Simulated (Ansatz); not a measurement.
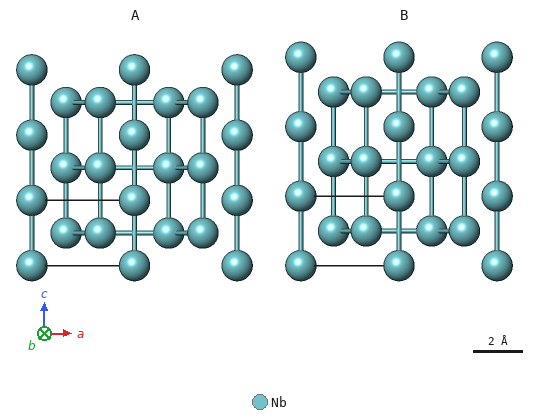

Two geometries of solid Nb (a generated structure, set up in P6/mmm), drawn at one scale. One is the start of a relaxation, the other its converged end. Style: ball-and-stick. Shown: the cell of the calculation, repeated 2 × 1 × 3 with one cell outlined, along the b axis.

Computed with Ansatz, DFT, PBE, plane waves (420 eV) with PAW, scalar-relativistic. (plane-wave cutoff 420 eV; k-point mesh 8 × 8 × 11; occupations fermi dirac; smearing width 0.05 eV; collinear spin; cell and atoms relaxed; force threshold 0.01 eV/Å; at most 60 steps)

Q: Which one is relaxed?

A: Structure A is the relaxed one. Phase: omega (AlB2-type). The atoms keep their places relative to the cell (all moves are under 0.005 Å). The drawn cell changes as follows: a = b 4.666 → 4.880 Å (+4.6 %), c 2.860 → 2.687 Å (−6.1 %); the volume changes by +2.8 %. Near-neighbour distances that change, for instance: Nb–Nb 2.860 → 2.687 Å, Nb–Nb 2.694 → 2.817 Å, Nb–Nb 3.050 → 3.121 Å. The space group stays P6/mmm (No. 191). After 4 accepted moves (5 points after the start) the energy has fallen by 111 meV per atom. All forces vanish by symmetry, so only the cell relaxes. Pressure: 5.14 GPa at the start and 0.00 GPa at the end. At 1 point the geometry stayed and the basis and grid were re-selected for the new cell (energy shift of 0.1 meV per atom at most each time). The program noted that the starting moments weren't kept.
